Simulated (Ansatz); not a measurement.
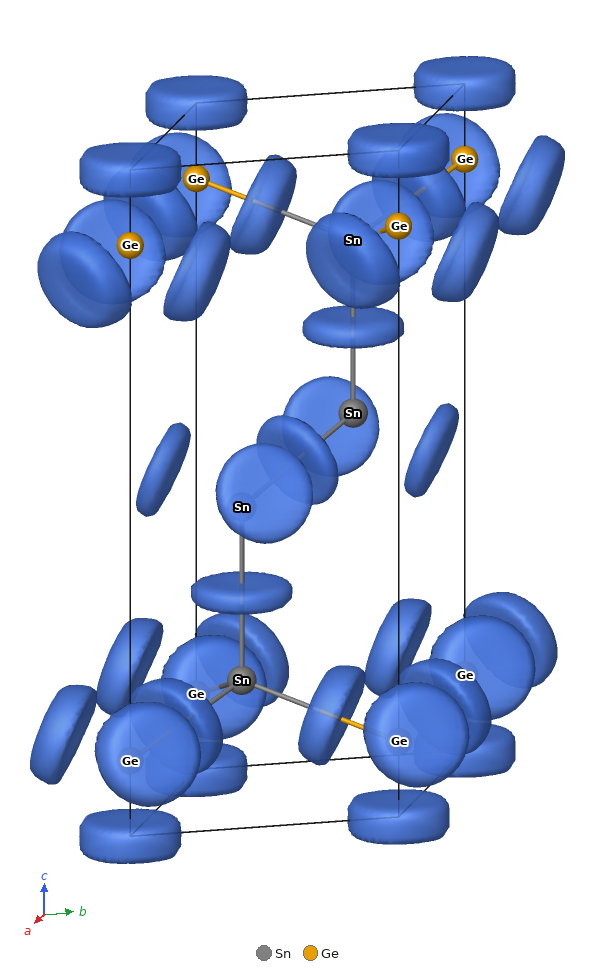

*Sn$_{2}$Ge. Isosurface of the ELF at 0.55 (blue), seen slightly off an axis. Only the valence region is drawn (cores and ρ < 0.01 e/Å³ removed). Sticks mark near contacts.*

Space group P-3m1; a generated structure, not necessarily the stable one; computed pressure about −2 GPa in this cell.

These are results of Ansatz 0.2.0, DFT PBEsol, scalar-relativistic, plane waves, PAW, not measurements.

In a PAW calculation such maps are meaningful between the atoms, not at the nuclei.

### What do the ELF domains correspond to?

The ELF exceeds this value in one region between bonded Ge–Ge atoms, six regions between bonded Ge–Sn atoms and five regions between bonded Sn–Sn atoms, counted in one cell of 6 atoms. Any copies at cell faces, edges or corners count once. Profiles from the grid: Ge–Ge (2.51 Å): the ELF peaks at about 0.75 between the atoms. Sn–Ge (2.74 Å): the ELF peaks at about 0.70 between the atoms.

### Metal or insulator at this level of theory?

It is gapless in this calculation (a metal or semimetal).
